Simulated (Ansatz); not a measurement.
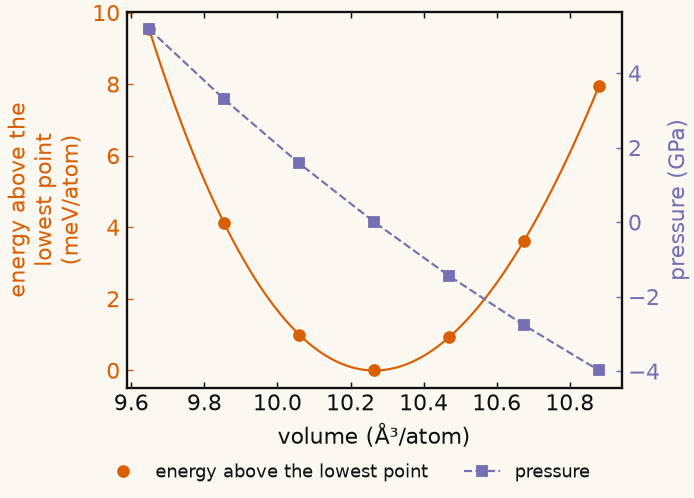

The picture above shows the energy above the lowest point and pressure against volume for Be, space group Pm-3m (No. 221) (one of a set of cubic test structures, which need not be the stable phase).

How it was computed, with Ansatz 0.2.0 development build: equation of state of a cubic crystal from periodic Kohn-Sham density functional theory without spin, third-order Birch-Murnaghan fit to the free energies; pressure corrected for the finite basis. Level: PBE.

| setting | value |
| --- | --- |
| structure type | simple cubic |
| atoms in cell | 1 |
| space group number | 221 |
| lattice centring | simple cubic |
| k mesh | 50×50×50 |
| occupation method | Fermi–Dirac |
| occupation width | 0.06123 eV |
| wave cutoff | 420 eV |
| datasets | soft-1 PAW |
| density tolerance | 1e−07 eV |
| bands | 5 |
| density cutoff ratio | 4 |
| search for lower states | default |

> What equilibrium volume and bulk modulus follow from the curve?

A third-order Birch–Murnaghan fit gives V0 = 10.27 Å³/atom, B0 = 75.4 GPa and B′ = 3.4.

> What does the pressure do across the range?

It falls from 5.186 GPa at volume 9.65 Å³/atom to −3.977 GPa at 10.88 Å³/atom, and changes sign near 10.27 Å³/atom.

Note: cubic model structure, not the ambient form.
